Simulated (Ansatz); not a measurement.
## Run report: Si4N, geometry relaxation (part 1 of 3)

- system: Si4N (slab, 10 atoms in the cell)
- method: DFT PBEsol, scalar-relativistic, plane waves, PAW, no spin polarisation (Ansatz 0.2.0)

The structure derives from an entry of the Crystallography Open Database. The input holds or restrains some coordinates. Forces given for the steps count only the free coordinates. It belongs to a series of runs on one base structure; here: N2 put at a top Si site. Figures and captions count atoms from 1; the log counts them from 0 in places.

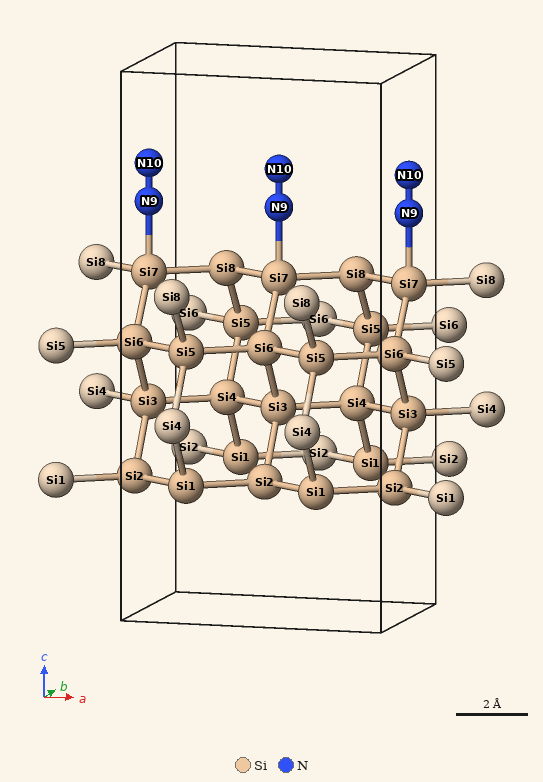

The starting structure (ball-and-stick view of the 2 × 1 repeat of the cell, with the vacuum cut short, seen slightly off an axis; neighbours outside the cell are drawn fainter; atoms are numbered from 1 in the order of the input). An atom can appear more than once, as a periodic image.

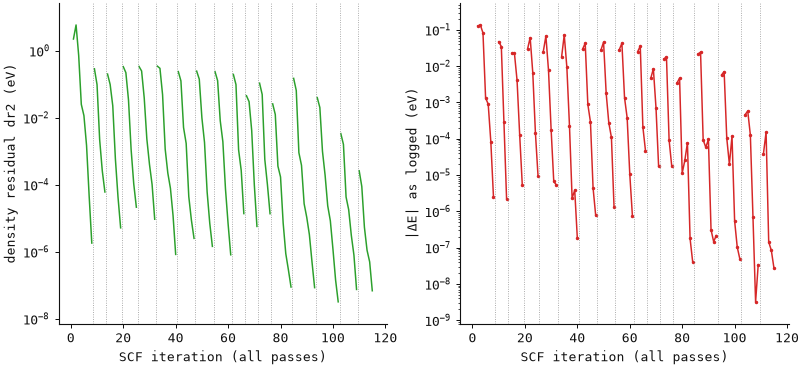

Convergence of the self-consistent field: density residual dr2 and size of the energy change against the SCF iteration. The dotted lines part the SCF passes of the relaxation: geometry steps, rejected trials and re-solves on a re-selected basis. The 17 passes take 5 to 9 iterations each, 115 in all.

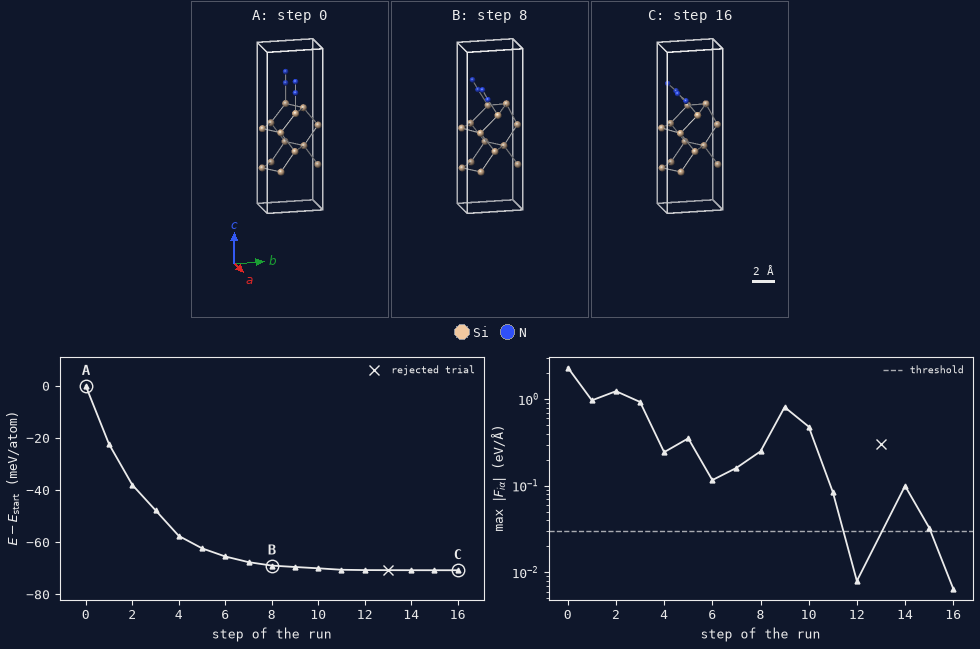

Frames of the restrained relaxation (ball-and-stick view of the cell of the calculation, with the vacuum cut short, seen slightly off an axis) above the curves, on which the letters mark them (the first geometry is step 0 here and step 1 in the log).

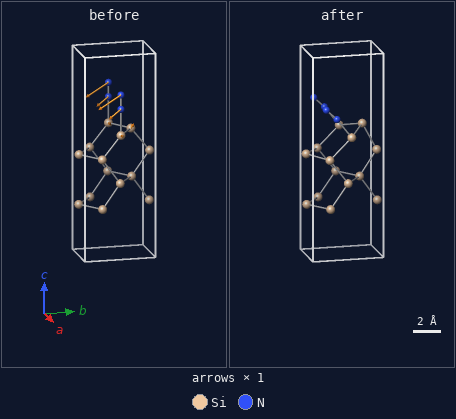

Before (left) and after (right) the restrained relaxation, at one scale (ball-and-stick view of the cell of the calculation, with the vacuum cut short, seen slightly off an axis). The orange arrows give the displacements, at true length. The largest move is that of N10, 2.04 Å. Largest moves by element: N 2.04 Å, Si 0.45 Å. The cell stays as it was. Distances before and after: Si7–N9 2.020 → 1.866 Å, Si7–Si8 2.288 → 2.378 Å, Si5–Si8 2.298 → 2.370 Å, Si6–Si7 2.298 → 2.364 Å. Among the angles that change: Si6–Si7–N9 141.2° → 96.9°, Si5–Si8–Si7 109.9° → 92.9°, Si6–Si7–Si8 109.9° → 123.3°. After 16 geometry steps the energy has fallen by 70.7 meV per atom. The largest force component goes from 2.3 to 0.0065 eV/Å. The line search rejected the trial step at point 13 (counted from 0) and went back. (Atoms are counted from 1 in the order of the input.)

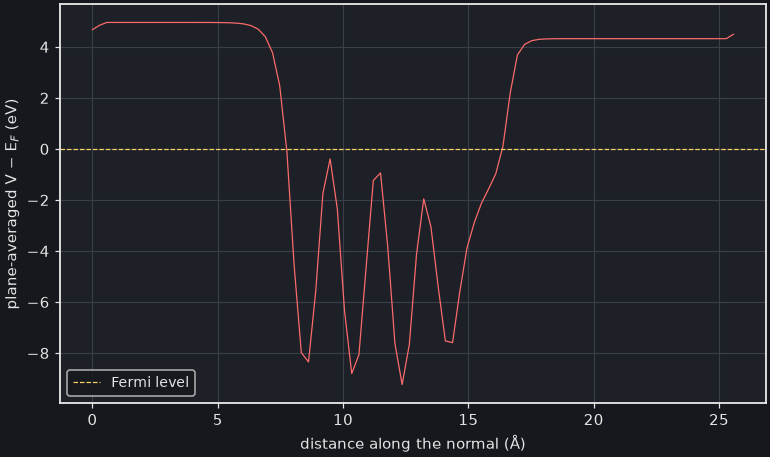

Plane average of the electrostatic potential energy of an electron across the cell, from the Fermi level. The vacuum level lies 4.32 eV above the Fermi level on the upper side and 4.96 eV on the lower.

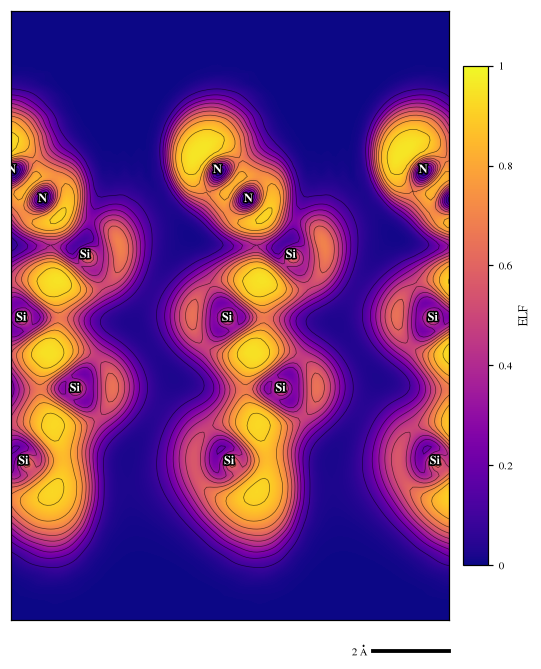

Electron localisation function on the (100) plane of the calculation cell, a cut from vacuum to vacuum. Atoms in the plane: Si and N. N–N (1.12 Å): the ELF peaks at about 0.85 between the atoms (inside overlapping PAW spheres, so only a guide); a multiple bond by its length, whose ELF region spreads away from the axis. The fields are those of the smooth PAW valence density.

These pictures come from the run below.

The input:
```yaml
crystal:
  lattice:
    - [3.8417168286, 0.0, 0.0]
    - [0.0, 5.4330080418, 0.0]
    - [0.0, 0.0, 25.8625752429]
  atoms:
    - { symbol: Si, position: [0.5, 0.0, 0.3286602328] }
    - { symbol: Si, position: [0.0, 0.25, 0.3286602328] }
    - { symbol: Si, position: [0.0, 0.5, 0.4029319709] }
    - { symbol: Si, position: [0.5, 0.75, 0.4029319709] }
    - { symbol: Si, position: [0.5, 0.0046465373, 0.4772904226] }
    - { symbol: Si, position: [0.0, 0.2453534627, 0.4772904226] }
    - { symbol: Si, position: [0.0, 0.5106580662, 0.5465084908] }
    - { symbol: Si, position: [0.5, 0.7393419338, 0.5465084908] }
    - { symbol: "N", position: [0.0, 0.5106580662, 0.6246136285] }
    - { symbol: "N", position: [0.0, 0.5106580662, 0.6671461292] }
basis:
  ecutwfc: 420
kpoints:
  mp_grid: { grid: [8, 6, 1] }
hamiltonian:
  xc: pbesol
scf:
  occupations: { method: gaussian, width: 0.05 }
output:
  forces: true
  eigenvalues: true
  write_density: true
  write_potential: true
  elf: true
  volumetric_format: npy
relax:
  adjacent_minimum: "off"
  f_tol: 0.03
  max_steps: 70
  constraints: [{ sites: [0, 1, 2, 3] }]
efield:
  axis: 3
  dipole_correction: true
  ramp_width: 0.04
```

Command:
```bash
ansatz run input.yaml --threads 2 --pin off --max-ram 5120MiB --backend cpu --events-out ev --progress --plain --runs-dir out
```

Log:
```
Engine: ansatz 0.2.0, x86_64-unknown-linux-gnu
Pseudopotentials: kind: paw
Pseudopotential: Si, paw, valence charge 4, recommended cutoff 420 eV (normal), Si.paw.azcp
Pseudopotential: N, paw, valence charge 5, recommended cutoff 420 eV (normal), N.paw.azcp
Functional definition: PBEsol
  exchange = pbesol_x
  correlation = pbesol_c
Crystal: 10 atoms, lattice volume = 539.806 Å³
Basis set: ecut = 420 eV, 10569 PW (Γ), exchange–correlation on 54×80×360 points (8 copies of the dense FFT grid, shifted against one another)
Bands: 31, of which v1, the nominal top of the filled ones, is band 21 counted from 1 (20 counted from 0)
Symmetry: 2 space group operations
Space group: Pm (ITA 6), of the structure as read, at distance tolerance 8.1e-5 Å
k-points: 20 of 48 (time reversal used)
Non-local potential: Si, projectors of the file, l = 0: 2, l = 1: 2, l = 2: 2
Non-local potential: N, projectors of the file, l = 0: 2, l = 1: 2, l = 2: 1
PAW form: soft (Blöchl's): semilocal exchange-correlation on the pseudo side does not see the compensation charge
PAW frozen core: Si, regenerated for the run's functional, and the local potential with it (the file was generated under x = pbe(κ = 0.804, μ = 0.2195149727645171), c = pbe(β = 0.06672455060314922))
PAW frozen core: N, regenerated for the run's functional, and the local potential with it (the file was generated under x = pbe(κ = 0.804, μ = 0.2195149727645171), c = pbe(β = 0.06672455060314922))
PAW one-centre angular grid: Si, 110 points (default); XC on 64 Gauss nodes
PAW one-centre angular grid: N, 110 points (default); XC on 64 Gauss nodes
Initial density: superposition of atomic densities (neutral atoms: chi_scale 0, normalization atom), corrected by the library's trained network
Initial wavefunctions: pseudopotential atomic-orbital guess
Functional: x = pbesol(κ = 0.804, μ = 0.12345679012345678), c = pbesol(β = 0.046)
SCF iter   1: F=—  HF=-5724.037490 eV  |F-HF|=—  |Δ(HF+E_count)|=         —  Δρ=7.75e-3  dr2=2.24e0  ethr=1.77e-3  p=-0.116 e·Å  D=-3.90e-2 V/Å  ΔV_dip=1.01 eV  dr2_dipole=8.67e-1  V_vac-E_F(+/−)=5.81/4.80 eV  ⟨swp⟩=9.1  Hψ=4071  notcnv=0  defer=13
efield: sawtooth ramp at fractional position 0.9779 (placed from the atoms, in the widest stretch of the axis that holds none; the zero of the levels goes with the place), width 0.0400; the density the first Hamiltonian is built on has a dipole p = -0.116 e·Å; the dipole correction subtracts the counter field D = -3.90e-2 V/Å, which shifts the + side's vacuum level by +1.01 eV against the − side's; the planar-averaged density in the ramp window peaks in size at 2.5e-6 e/Å³
preconditioner: auto → LDOS  [metal: Δε(μ)=0.058 eV  Ē_g=7.847 eV  σ=0.050 eV  W_gap=0.46  n_scr=46 (ndim 8)  ℏωp=10.1 eV  f_vac=0.565  D(μ)=3.16/eV (n_scr^D=8)  β→1.0]
SCF iter   2: F=—  HF=-5723.909031 eV  |F-HF|=—  |Δ(HF+E_count)|=   1.28e-1  Δρ=1.20e-2  dr2=5.89e0  ethr=1.77e-3  p=0.155 e·Å  D=5.19e-2 V/Å  ΔV_dip=-1.34 eV  dr2_dipole=2.60e0  V_vac-E_F(+/−)=3.73/5.07 eV  ⟨swp⟩=3.8  Hψ=1536  notcnv=0  defer=76  recentre
SCF iter   3: F=—  HF=-5723.771787 eV  |F-HF|=—  |Δ(HF+E_count)|=   1.37e-1  Δρ=3.99e-3  dr2=7.22e-1  ethr=1.77e-3  p=-0.010 e·Å  D=-3.49e-3 V/Å  ΔV_dip=0.09 eV  dr2_dipole=3.22e-1  V_vac-E_F(+/−)=4.92/4.83 eV  ⟨swp⟩=3.2  Hψ=1289  notcnv=0  defer=37
SCF iter   4: F=—  HF=-5723.689320 eV  |F-HF|=—  |Δ(HF+E_count)|=   8.25e-2  Δρ=1.02e-3  dr2=2.51e-2  ethr=1.72e-3  p=0.072 e·Å  D=2.42e-2 V/Å  ΔV_dip=-0.63 eV  dr2_dipole=8.68e-3  V_vac-E_F(+/−)=4.28/4.90 eV  ⟨swp⟩=2.7  Hψ=861  notcnv=0  defer=45
SCF iter   5: F=—  HF=-5723.687993 eV  |F-HF|=—  |Δ(HF+E_count)|=   1.33e-3  Δρ=6.04e-4  dr2=1.16e-2  ethr=5.98e-5  p=0.094 e·Å  D=3.16e-2 V/Å  ΔV_dip=-0.82 eV  dr2_dipole=4.60e-3  V_vac-E_F(+/−)=4.11/4.92 eV  ⟨swp⟩=2.8  Hψ=1160  notcnv=0  defer=65
SCF iter   6: F=—  HF=-5723.687092 eV  |F-HF|=—  |Δ(HF+E_count)|=   9.01e-4  Δρ=2.04e-4  dr2=1.49e-3  ethr=2.76e-5  p=0.090 e·Å  D=3.00e-2 V/Å  ΔV_dip=-0.78 eV  dr2_dipole=6.23e-4  V_vac-E_F(+/−)=4.14/4.92 eV  ⟨swp⟩=1.0  Hψ=751  notcnv=0  defer=65
SCF iter   7: F=—  HF=-5723.687011 eV  |F-HF|=—  |Δ(HF+E_count)|=   8.12e-5  Δρ=5.79e-5  dr2=4.52e-5  ethr=3.55e-6  p=0.087 e·Å  D=2.93e-2 V/Å  ΔV_dip=-0.76 eV  dr2_dipole=1.05e-5  V_vac-E_F(+/−)=4.16/4.92 eV  ⟨swp⟩=1.1  Hψ=547  notcnv=0  defer=65
SCF iter   8: F=-5723.687008 eV  HF=-5723.687009 eV  |F-HF|=7.54e-7  |Δ(HF+E_count)|=   2.53e-6  Δρ=1.43e-5  dr2=1.82e-6  ethr=5.36e-8  p=0.087 e·Å  D=2.92e-2 V/Å  ΔV_dip=-0.76 eV  dr2_dipole=1.62e-7  V_vac-E_F(+/−)=4.16/4.92 eV  ⟨swp⟩=24.0  Hψ=7662  notcnv=0
SCF 1 converged in 8 iterations: F = -5723.687008 eV  dr2 = 1.82e-6
  greatest PAW one-centre occupation: 0.854 electrons in one spin orbital (limit 2), on the N atom at site 9 (counted from 0), in its partial waves of l = 0
relax step   1: F+E_penalty+E_count = -5723.68700780 eV  Δ(F+E_penalty+E_count) = +0.000e0 eV  max|allowed force component| = 2.324e0 eV/Å  Δτ_max = 0.0000 Å  (8 SCF iters, dr2 threshold 2.25e-5 eV, accepted)
Initial density: handed on by an earlier stage of this run
Initial wavefunctions: those handed on with the density
iter 1 solved again at ethr=6.81e-4 eV; its pass at ethr=3.10e-3 eV (dr2=2.86e-1 eV) is discarded
```
